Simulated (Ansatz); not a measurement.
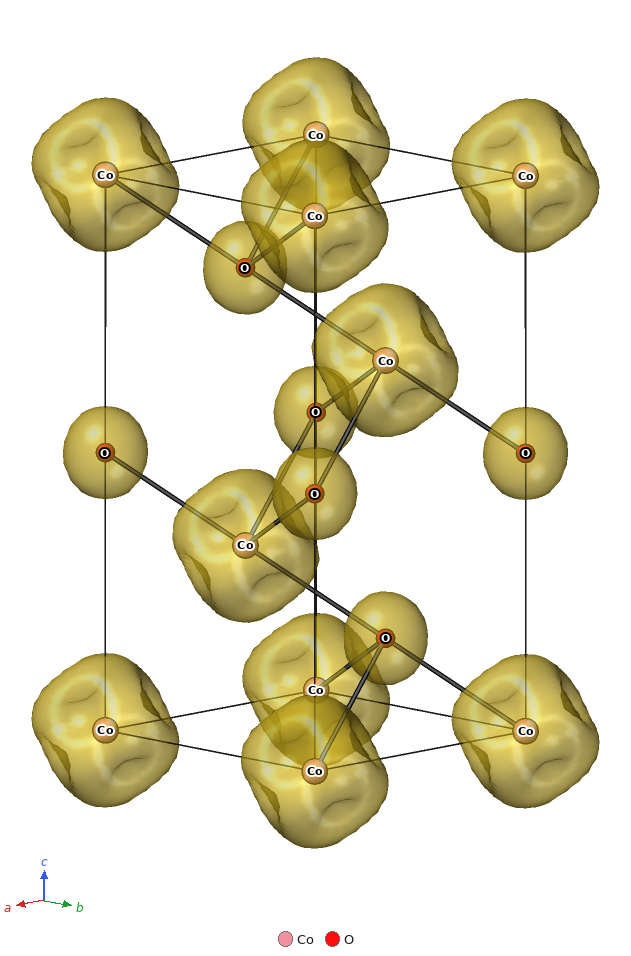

Figure 1: CoO. Isosurface of the magnetisation density (up minus down) at +0.15 e/Å³ (yellow), seen at an oblique angle. Sticks mark near contacts.

Space group R-3m; a structure from a database of computed crystals, not necessarily the ambient phase; computed pressure about 15 GPa in this cell; spin-polarised.

Computed with Kohn-Sham DFT of a periodic cell, r2SCAN, Ansatz PAW in Ansatz 0.2.0.

In a PAW calculation such maps are meaningful between the atoms, not at the nuclei.

> Which atoms carry the moments, and with what signs?

The spin density sits on Co: +2.6 μB (×3) in one cell of 6 atoms, with smaller moments on other sites: O (up to +0.29 μB): parallel main moments, as they must be, since the calculation's own cell holds one magnetic site. The cell of the calculation (2 atoms) carries 3.0 μB of net spin moment.
